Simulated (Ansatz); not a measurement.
SnO: several calculations on one system

### Relaxation

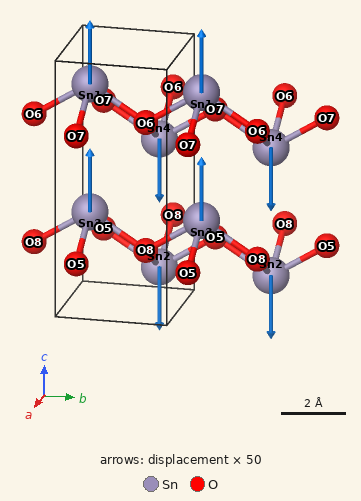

A relaxation of crystalline SnO (set up in P4/nmm). The starting structure is drawn; blue arrows show the displacements (the part carried along by the change of the cell is left out), 50 times their true length.

Style: ball-and-stick. Shown: the cell of the calculation, repeated 1 × 2 × 1 with one cell outlined, slightly off an axis.

Case: relaxed at 15 GPa.

All numbers below come from DFT PBEsol, scalar-relativistic, plane waves, PAW in Ansatz. Settings: plane-wave cutoff 420 eV; k-point mesh 10 × 10 × 4; occupations gaussian; smearing width 0.1 eV; target pressure 15 GPa; no spin polarisation; cell and atoms relaxed; force threshold 0.008 eV/Å; at most 50 steps.

### Atoms of which element are displaced furthest, and by how much?

Tin: up to 0.042 Å, against 0.000 Å for oxygen.

### What happened in the run?

The largest moves relative to the cell, 0.042 Å, are those of Sn1, Sn2, Sn3 and Sn4. Sn3 goes along +c. O stays in place. The volume changes by +1.4 %, with a = b 3.605 → 3.643 Å (+1.1 %), c 8.467 → 8.405 Å (−0.7 %). Some distances before and after: Sn1–O6 2.129 → 2.163 Å. The space group stays P4/nmm (No. 129). The energy falls by 34.7 meV per atom in 4 accepted moves (7 points after the start). With the target pressure of 15 GPa, the enthalpy E + pV changes by −16.9 meV per atom. The largest force component goes from 1.2 to 0.00086 eV/Å. Pressure: 21.32 GPa at the start and 15.00 GPa at the end. The line search rejected the trial step at point 1 of the run. The SCF was repeated twice at an unchanged geometry on a basis and grid sized afresh for the cell, which shifted the energy by 0.9 meV per atom at most. The run took 2.8 min on 2 threads of AMD EPYC (Zen 3), on a shared host, peak memory 0.59 GiB.

### Relaxation

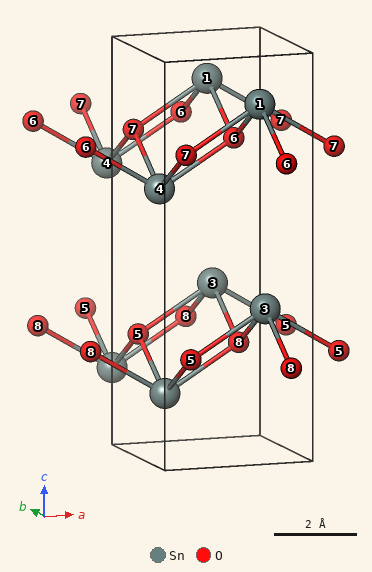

Starting structure of a crystal of SnO (set up in Cmce). A ball-and-stick model of the cell of the calculation, repeated 1 × 2 × 1 with one cell outlined, seen slightly off an axis.

All numbers below come from Ansatz 0.2.0, DFT PBEsol, scalar-relativistic, plane waves, PAW.

Input file:
```yaml
crystal:
  lattice:
    - [2.736912, -2.737796, 0.0]
    - [2.736912, 2.737796, 0.0]
    - [0.0, 0.0, 10.22196]
  atoms:
    - { symbol: Sn, position: [0.736547, 0.263453, 0.863858] }
    - { symbol: Sn, position: [0.263453, 0.736547, 0.136142] }
    - { symbol: Sn, position: [0.763453, 0.236547, 0.363858] }
    - { symbol: Sn, position: [0.236547, 0.763453, 0.636142] }
    - { symbol: O, position: [0.261944, 0.238056, 0.25] }
    - { symbol: O, position: [0.738056, 0.761944, 0.75] }
    - { symbol: O, position: [0.238056, 0.261944, 0.75] }
    - { symbol: O, position: [0.761944, 0.738056, 0.25] }
basis:
  ecutwfc: 420
kpoints:
  mp_grid: { grid: [10, 10, 4] }
hamiltonian:
  xc: pbesol
scf:
  occupations: { method: gaussian, width: 0.02 }
output:
  forces: true
  stress: true
  eigenvalues: true
relax:
  adjacent_minimum: "off"
  f_tol: 0.005
  max_steps: 80
  cell: { stress_tol: 0.05 }
```

Launched with:
```bash
ansatz run input.yaml --threads 2 --pin off --max-ram 5120MiB --backend cpu --events-out ev --progress --plain --runs-dir out
```

Q: Predict the outcome.

A: After 8 accepted moves (11 points after the start) the energy has fallen by 19.9 meV per atom. The largest force component goes from 0.38 to 0.0013 eV/Å. Pressure: −4.05 GPa at the start and 0.00 GPa at the end. The SCF was repeated 3 times at an unchanged geometry on a basis and grid sized afresh for the cell, which shifted the energy by 3.1 meV per atom at most. The largest moves relative to the cell, 0.10 Å, are those of Sn1, Sn2, Sn3 and Sn4. Sn3 goes along [−2 2 1]. Largest moves by element: Sn 0.10 Å, O 0.06 Å. The volume changes by −10.2 %, with a = b 3.871 → 3.806 Å (−1.7 %), c 10.222 → 9.503 Å (−7.0 %). Some distances before and after: Sn1–O6 2.264 → 2.224 Å. The space group (tolerance 0.01 Å) goes from Cmce (No. 64) to P4/nmm (No. 129). Cost: 8.4 min on 2 threads of AMD EPYC (Zen 3), on a shared host, peak memory 0.79 GiB.

After the run, drawn alike:

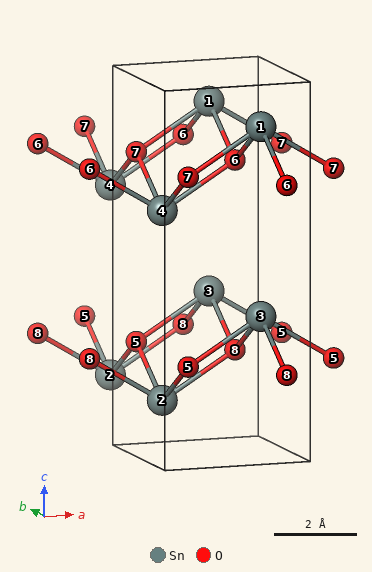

Limits of the set-up: layers or molecules are held without a dispersion correction, so their spacing is unreliable.

### A change

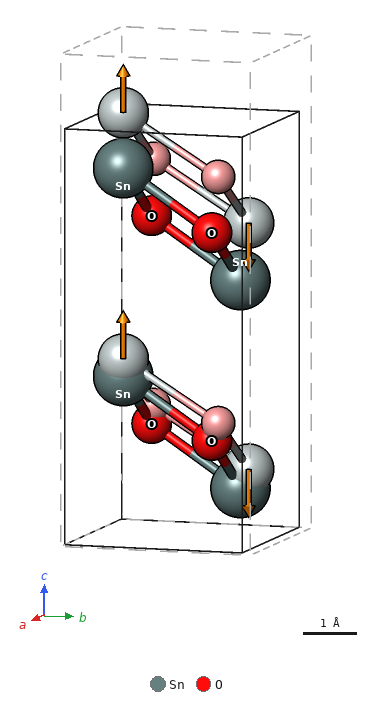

Crystalline SnO (set up in P4/nmm), drawn pale, and a changed version of it, drawn solid. The orange arrows show how the atoms are displaced (without the part that the change of the cell carries along), magnified 5 times. A ball-and-stick model of the cell of the calculation, seen slightly off an axis.

All numbers below come from DFT PBEsol, scalar-relativistic, plane waves, PAW (Ansatz 0.2.0). (plane-wave cutoff 420 eV; occupations gaussian; smearing width 0.1 eV; no spin polarisation) The k-mesh is chosen for each cell (10×10×4, 10×10×6).

Q: Describe the change and its computed effect.

A: The crystal is put under a hydrostatic pressure of 30 GPa. Cell and atoms are relaxed at that pressure. Energy change: +282 meV per atom. (The two runs use different k-meshes.) The pressure goes from 0.0 to 30.0 GPa. The volume changes by −26.1 %, with a = b 3.806 → 3.560 Å (−6.5 %), c 9.503 → 8.025 Å (−15.6 %). The largest moves relative to the cell, 0.19 Å, are those of Sn atoms. O stays in place. Some distances before and after: O–Sn 2.224 → 2.127 Å. The space group stays P4/nmm (No. 129).

Limits of the set-up: layers or molecules are held without a dispersion correction, so their spacing is unreliable.
